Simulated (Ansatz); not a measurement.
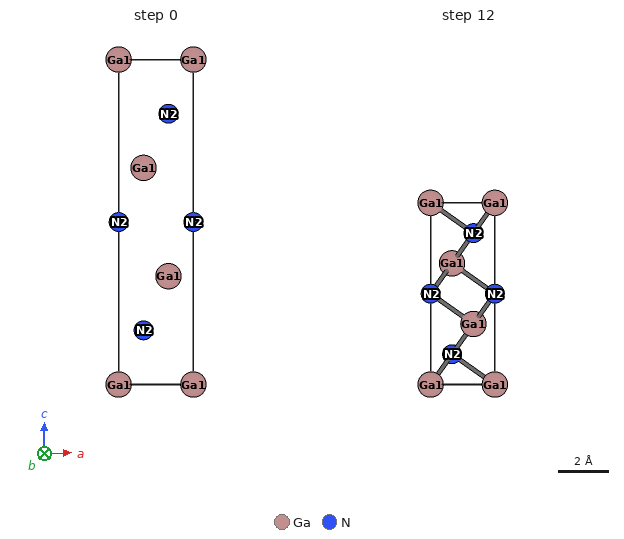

The structure of crystalline GaN (a generated structure, set up in R-3m) (coarse preliminary run) before (left) and after (right) a relaxation, at one scale.

The picture is a ball-and-stick view of the conventional cell (3 times the calculation's cell), seen along the b axis. Lengths and directions refer to the drawn axes.

Method: Ansatz, DFT PBE, scalar-relativistic, plane waves, PAW. Settings: plane-wave cutoff 420 eV; k-point mesh 6 × 6 × 6; occupations gaussian; smearing width 0.1 eV; collinear spin; cell and atoms relaxed; force threshold 0.04 eV/Å; at most 70 steps.

Question: Summarise the run.

Answer: The atoms keep their places relative to the cell (all moves are under 0.005 Å). The drawn cell changes as follows: a = b 3.514 → 3.019 Å (−14.1 %), c 13.225 → 7.395 Å (−44.1 %); the volume changes by −58.7 %. Near-neighbour distances that change, for instance: Ga1–N2 2.996 → 2.135 Å. New bonds form: Ga1–N2 (3.00 → 2.13 Å). The space group (tolerance 0.01 Å) goes from R-3m (No. 166) to Fm-3m (No. 225). After 11 accepted moves (12 points after the start) the energy has fallen by 2276 meV per atom. All forces vanish by symmetry, so only the cell relaxes. The pressure goes from −8.51 to −0.36 GPa. The SCF was repeated once at an unchanged geometry on a basis and grid sized afresh for the cell, which shifted the energy by 4.1 meV per atom at most. The program noted that the starting moments weren't kept.
